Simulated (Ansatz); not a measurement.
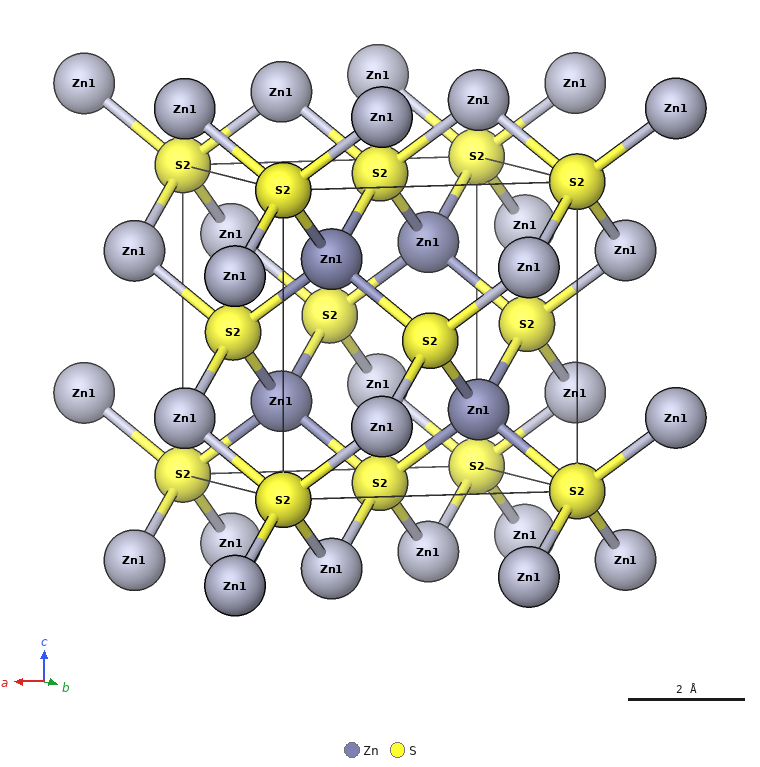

Fig. 1: The structure (ball-and-stick view of the cell 4 times as large as that of the calculation, set on its symmetry axes, seen at an oblique angle; neighbours outside the cell are drawn fainter; atoms are numbered from 1 in the order of the input).

ZnS: single-point calculation

ZnS (F-43m, 2 atoms in the cell), computed with DFT, LDA, plane waves, PAW, no spin polarisation (Ansatz 0.2.0).

The structure derives from an entry of the Crystallography Open Database. The geometry comes from this level: r2SCAN. Figures and captions count atoms from 1; the log counts them from 0 in places.

## Input
```yaml
crystal:
  lattice:
    - [0.0, 2.6940955616, 2.6940955616]
    - [2.6940955616, 0.0, 2.6940955616]
    - [2.6940955616, 2.6940955616, 0.0]
  atoms:
    - { symbol: Zn, position: [0.25, 0.25, 0.25] }
    - { symbol: S, position: [0.0, 0.0, 0.0] }
kpoints:
  mp_grid: { grid: [8, 8, 8] }
  band_path:
    path:
      - [0.0, 0.0, 0.0]
      - [-0.5, -0.5, 0.0]
      - [-0.375, -0.375, 0.25]
      - [-0.375, 0.0, 0.375]
      - [0.0, 0.0, 0.5]
      - [-0.5, -0.25, 0.25]
    npoints: 1
hamiltonian:
  xc: lda
scf:
  occupations: { method: fixed }
  n_extra_bands: 4
output:
  forces: true
  stress: true
  eigenvalues: true
  write_density: true
  write_potential: true
  elf: true
  volumetric_format: npy
```

Command:
```bash
ansatz run input.yaml --threads 2 --pin off --max-ram 4608MiB --backend cpu --events-out ev --progress --plain --runs-dir out
```

## Log
```
scf.n_extra_bands = 4 over 9 filled bands (N_el = 18.0): the run solves 13 bands
Engine: ansatz 0.2.0, aarch64-unknown-linux-gnu
Pseudopotentials: kind: paw
Pseudopotential: Zn, paw, valence charge 12, recommended cutoff 420 eV (normal), Zn.paw.azcp
Pseudopotential: S, paw, valence charge 6, recommended cutoff 420 eV (normal), S.paw.azcp
Functional definition: SPW92
  exchange = slater_x
  correlation = pw_c
Crystal: 2 atoms, lattice volume = 39.108 Å³
Basis set: ecut = 420 eV, 749 PW (Γ)
Bands: 13, of which v1, the nominal top of the filled ones, is band 9 counted from 1 (8 counted from 0)
Symmetry: 24 space group operations
Space group: F-43m (ITA 216), of the structure as read, at distance tolerance 3.4e-5 Å
k-points: 29 of 512 (time reversal used)
Non-local potential: Zn, projectors of the file, l = 0: 2, l = 1: 2, l = 2: 3, l = 3: 1
Non-local potential: S, projectors of the file, l = 0: 2, l = 1: 2, l = 2: 2
PAW form: soft (Blöchl's): semilocal exchange-correlation on the pseudo side does not see the compensation charge
PAW frozen core: Zn, regenerated for the run's functional, and the local potential with it (the file was generated under x = pbe(κ = 0.804, μ = 0.2195149727645171), c = pbe(β = 0.06672455060314922))
PAW frozen core: S, regenerated for the run's functional, and the local potential with it (the file was generated under x = pbe(κ = 0.804, μ = 0.2195149727645171), c = pbe(β = 0.06672455060314922))
PAW one-centre angular grid: Zn, 590 points (default); XC on 64 Gauss nodes
PAW one-centre angular grid: S, 110 points (default); XC on 64 Gauss nodes
Initial density: superposition of atomic densities (neutral atoms: chi_scale 0, normalization atom), corrected by the library's trained network
Initial wavefunctions: pseudopotential atomic-orbital guess
Functional: x = slater, c = lda
SCF iter   1: F=—  HF=-4117.420167 eV  |F-HF|=—  |Δ(HF+E_count)|=         —  Δρ=7.18e-3  dr2=1.93e-2  ethr=1.77e-3  ⟨swp⟩=5.1  Hψ=2013  notcnv=0  defer=52
preconditioner: auto → none  [insulator: Δε(μ)=1.824 eV  Ē_g=12.160 eV  n_scr=14 (ndim 8)  ℏωp=25.2 eV  f_vac=0.026  ε∞_Penn≈5.3]
SCF iter   2: F=—  HF=-4117.413999 eV  |F-HF|=—  |Δ(HF+E_count)|=   6.17e-3  Δρ=2.36e-3  dr2=1.03e-3  ethr=1.07e-4  ⟨swp⟩=3.0  Hψ=926  notcnv=0  defer=54
SCF iter   3: F=—  HF=-4117.413704 eV  |F-HF|=—  |Δ(HF+E_count)|=   2.95e-4  Δρ=1.13e-3  dr2=2.31e-4  ethr=5.75e-6  ⟨swp⟩=3.0  Hψ=700  notcnv=0  defer=54
SCF iter   4: F=—  HF=-4117.413675 eV  |F-HF|=—  |Δ(HF+E_count)|=   2.93e-5  Δρ=4.38e-4  dr2=5.09e-5  ethr=1.28e-6  ⟨swp⟩=2.3  Hψ=691  notcnv=0  defer=26
SCF iter   5: F=—  HF=-4117.413650 eV  |F-HF|=—  |Δ(HF+E_count)|=   2.49e-5  Δρ=3.33e-5  dr2=4.71e-7  ethr=2.83e-7  ⟨swp⟩=2.0  Hψ=609  notcnv=0  defer=1
SCF iter   6: F=-4117.413650 eV  HF=-4117.413650 eV  |F-HF|=1.11e-8  |Δ(HF+E_count)|=   1.57e-7  Δρ=8.14e-6  dr2=1.37e-8  ethr=5.56e-10  ⟨swp⟩=10.1  Hψ=3041  notcnv=0
SCF 1 converged in 6 iterations: F = -4117.413650 eV  dr2 = 1.37e-8
  greatest PAW one-centre occupation: 0.983 electrons in one spin orbital (limit 2), on the Zn atom at site 0 (counted from 0), in its partial waves of l = 2
NSCF: frozen V_eff on 6 k-points
SCF converged after 6 iterations
Free energy (F): -4117.413650 eV
Harris-Foulkes:  -4117.413650 eV  (|F-HF|=1.11e-8)
Internal energy: -4117.413650 eV  (E = F + TS)
E sigma→0 (E₀):  -4117.413650 eV
Fermi energy:    5.621642 eV
--- Per-component energies (eV) ---
  E_band       = -0.230027
  E_kinetic    = 238.814520
  E_local      = -2040.117774  (includes V_loc(G=0)·N_el)
  E_nonlocal   = 646.308538
  E_hartree    = 849.927756
  E_xc         = -231.739031
  E_vxc        = -141.234347  (∫ρ·V_xc dr)
  E_paw        = -2325.260936  (= ΣΔE_a)
  E_vpaw       = -403.859304  (= ΣTr[D̂ρ^β])
  E_aug_tail   = -0.000371  (compensation charges beyond the density's cutoff)
  E_ewald      = -1257.056691
  E_core_change = 1.710339  (= ΣΔE_core)
  E_smearing   = -0.000000  (= −TS)
  E_closure    = 0.000000  (closes the sum)
  Σ components = -4117.413650   (vs F -4117.413650, Δ=0.00e0)
--- Forces (eV/Å), atoms counted from 1 ---
  atom   1  Zn    -0.00000000     0.00000000     0.00000000
  atom   2  S      0.00000000    -0.00000000    -0.00000000
  max |Σ_I F_I| component: 3.70e-17 eV/Å
--- Stress (GPa, compression-positive) ---
       -3.963203       0.000000       0.000000
        0.000000      -3.963203       0.000000
        0.000000       0.000000      -3.963203
  P = ⅓ Tr σ = -3.9632 GPa (-39.632 kbar)
--- Band table (eV; the first three rows and the last of 29) ---
  k-point 0: bands = ["-7.5672", "-0.8980", "-0.8980", "-0.8980", "-0.4052", "-0.4052", "5.6216", "5.6216", "5.6216", "7.5180", "11.8360", "11.8360", "11.8360"]
  k-point 1: bands = ["-7.4461", "-0.8976", "-0.8770", "-0.8770", "-0.4070", "-0.4070", "4.4498", "5.4690", "5.4690", "8.3747", "11.7318", "12.0931", "12.0931"]
  k-point 2: bands = ["-7.1287", "-0.8514", "-0.8310", "-0.8310", "-0.4039", "-0.4039", "2.6912", "5.1384", "5.1384", "8.9049", "12.3674", "12.4678", "12.4678"]
  k-point 28: bands = ["-6.2670", "-0.7673", "-0.6207", "-0.4609", "-0.4434", "0.0138", "0.9011", "2.7773", "2.8151", "11.1389", "11.5518", "13.2986", "13.6076"]
```

## File bands.tsv
```
# k_distance	band_0	band_1	band_2	band_3	band_4	band_5	band_6	band_7	band_8	band_9	band_10	band_11	band_12
# fermi_ev = 5.621642
# lock_threshold_ev = 1e-6
# [0, 0, 0] at k_distance = 0.000000
# [-0.5, -0.5, 0] at k_distance = 1.166103
# [-0.375, -0.375, 0.25] at k_distance = 1.578383
# [-0.375, 0, 0.375] at k_distance = 2.292472
# [0, 0, 0.5] at k_distance = 3.006561
# [-0.5, -0.25, 0.25] at k_distance = 3.831120
# levels_relative_to = fermi_ev
# free_energy_ev = -4117.413650
# largest_residual_norms_ev = 3.494e-3 3.924e-4 6.435e-4 4.552e-4 3.915e-4 9.293e-4 7.792e-4 1.347e-3 1.457e-3 1.118e-3 6.139e-4 1.349e-3 1.941e-3
0.000000	-13.188817	-6.519678	-6.519678	-6.519678	-6.026849	-6.026849	0.000000	0.000000	0.000000	1.896381	6.214318	6.214318	6.214318
1.166103	-11.894922	-6.549830	-6.177502	-6.177502	-5.950401	-5.800985	-4.701720	-2.279895	-2.279895	3.166760	3.880940	10.749551	11.795241
1.578383	-11.919531	-6.439524	-6.237834	-6.131834	-5.991477	-5.663852	-4.754200	-3.217360	-1.856046	3.915764	5.818441	9.164608	9.615773
2.292472	-11.919531	-6.439524	-6.237834	-6.131834	-5.991477	-5.663852	-4.754200	-3.217360	-1.856046	3.915764	5.818441	9.164608	9.615773
3.006561	-12.220670	-6.405564	-6.405564	-5.996268	-5.996268	-5.816208	-5.440212	-0.889906	-0.889906	3.104446	6.751796	6.751796	8.646244
3.831120	-11.888673	-6.388938	-6.242313	-6.082578	-6.065055	-5.607814	-4.720540	-2.844351	-2.806502	5.517277	5.930165	7.676920	7.985954
```

## File v_z.tsv
```
# z_ang	v_es[eV]	v_tot[eV]
# format = ansatz-planar-average/11
# xc	lda
# density_cutoff_ev	1680
# datasets	Zn=:simpson_from_first_knot:soft:shift=-1931363	S=:simpson_from_first_knot:soft:shift=-1176600
# lattice	0.000000000	2.694095562	2.694095562
# lattice	2.694095562	0.000000000	2.694095562
# lattice	2.694095562	2.694095562	0.000000000
# sites	2
# site	30	1.347047781	1.347047781	1.347047781
# site	16	0.000000000	0.000000000	0.000000000
0.000000	-4.244195e-1	-1.226180e1
0.141112	-1.521301e0	-1.370215e1
0.282224	-2.432176e0	-1.487305e1
0.423336	-2.974069e0	-1.559262e1
0.564448	-2.994066e0	-1.569664e1
0.705560	-2.456761e0	-1.512439e1
0.846673	-1.535390e0	-1.401474e1
0.987785	-4.889210e-1	-1.261049e1
1.128897	5.447000e-1	-1.105943e1
1.270009	1.621226e0	-9.326059e0
1.411121	2.818482e0	-7.366810e0
1.552233	4.116920e0	-5.261238e0
1.693345	5.473945e0	-3.135690e0
1.834457	6.826234e0	-1.141629e0
1.975569	8.031925e0	5.231725e-1
2.116681	8.891706e0	1.649345e0
2.257793	9.323491e0	2.165518e0
2.398906	9.460065e0	2.220168e0
2.540018	9.369616e0	1.905813e0
2.681130	8.988165e0	1.187374e0
2.822242	8.208123e0	-1.390661e-2
2.963354	6.972730e0	-1.723884e0
3.104466	5.439795e0	-3.761496e0
3.245578	3.904873e0	-5.829580e0
3.386690	2.625323e0	-7.674680e0
3.527802	1.629681e0	-9.243246e0
3.668914	6.646453e-1	-1.073486e1
```

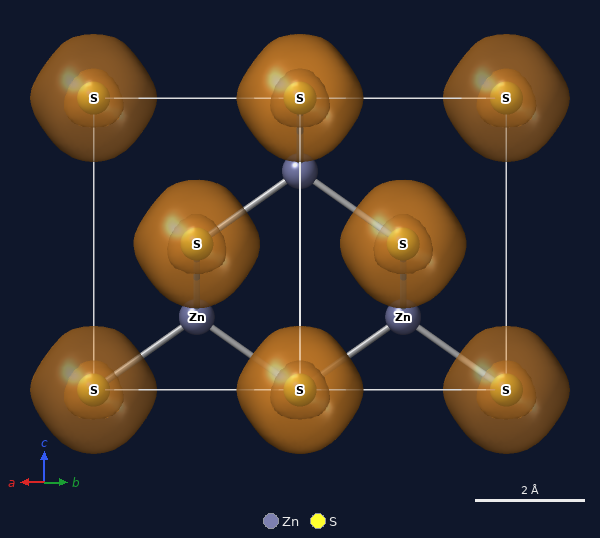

Fig. 2: Isosurface of the electron localisation function at 0.7 (orange), seen along [110]. Core shells and regions of very low density are left out. Sticks mark near contacts. The outline is the cell set on symmetry axes. Along the contacts the grid gives the following. Zn–S (2.33 Å): the ELF is about 0.55 at the midpoint. The fields are those of the smooth PAW valence density.

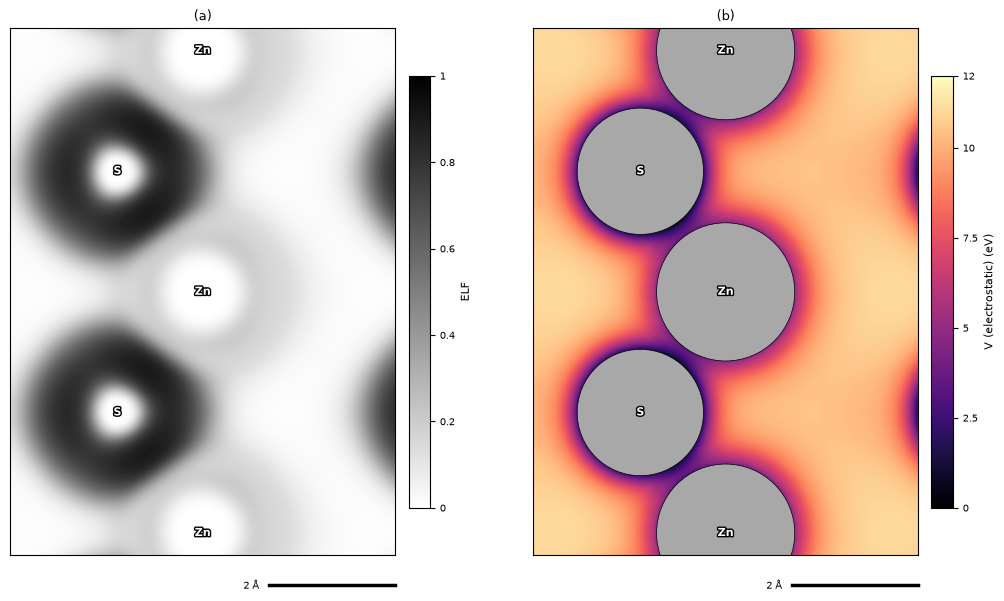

Fig. 3: (a) ELF; (b) electrostatic potential (local pseudopotential plus Hartree) felt by an electron on the (101) plane of the conventional cell. Grey discs, where drawn, cover atomic cores. The section cuts through Zn and S sites. Zn–S (2.33 Å): the ELF is about 0.55 at the midpoint. Outside the cores the potential energy rises away from the atoms and is highest about 2.3 Å from the nearest atoms; outside the discs it spans about 10 eV, and its zero is arbitrary.

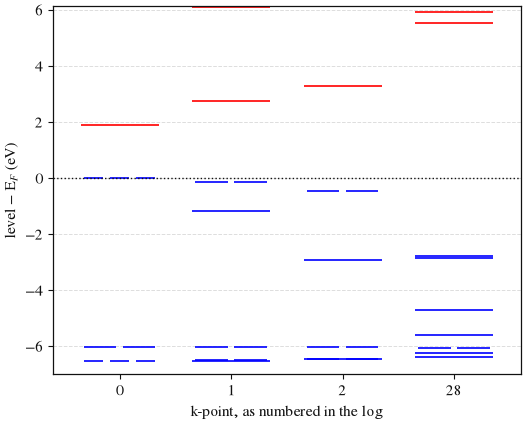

Fig. 4: Kohn–Sham levels near the Fermi level (dotted) at the few k-points that the log prints; levels within 0.02 eV of each other stand side by side. Among these points the highest filled and lowest empty levels are 1.90 eV apart, which is the gap on the mesh.

## Summary

| quantity | value |
| --- | --- |
| outcome | converged |
| space group (tolerance 0.01 Å) | F-43m (216) |
| electrons treated | 18 |
| free energy | −4117.4136 eV |
| Fermi energy | 5.622 eV |
| gap on the k-point mesh | 1.90 eV |
| pressure | −3.96 GPa |
| largest force (length of the vector) | under 0.001 eV/Å |
| hardware | 2 threads of Arm Neoverse V1, 24 GiB of memory available, shared host |
| wall time | 1.4 s (CPU time 2.6 s) |
| peak memory | 0.29 GiB |
